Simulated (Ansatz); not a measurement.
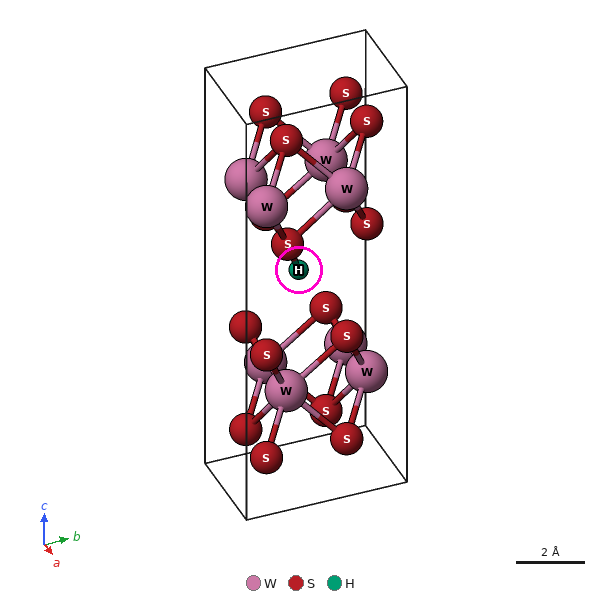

Structure drawing (ball-and-stick), viewed slightly off an axis. The lines enclose the supercell; boundary atoms appear with their images. The host is WS₂, in a cell of 24 sites, and the cell is neutral. A ring marks the defect's site.

### Identify the point defect.

An interstitial hydrogen atom. It is bonded to one S at about 1.5 Å. Not all metal-metal contacts are counted.

Theory: DFT PBE+D3(BJ), scalar-relativistic, plane waves, PAW in Ansatz 0.2.0. Numerical settings: a 420 eV plane-wave basis, 3×3×2 k-mesh, Gaussian smearing of 0.01 eV, collinear spins.

### Does a spin moment come with the defect?

Yes, 0.1 μB in the cell.

The atoms were relaxed in the host's cell with DFT PBE+D3(BJ), scalar-relativistic, plane waves, PAW (Ansatz).
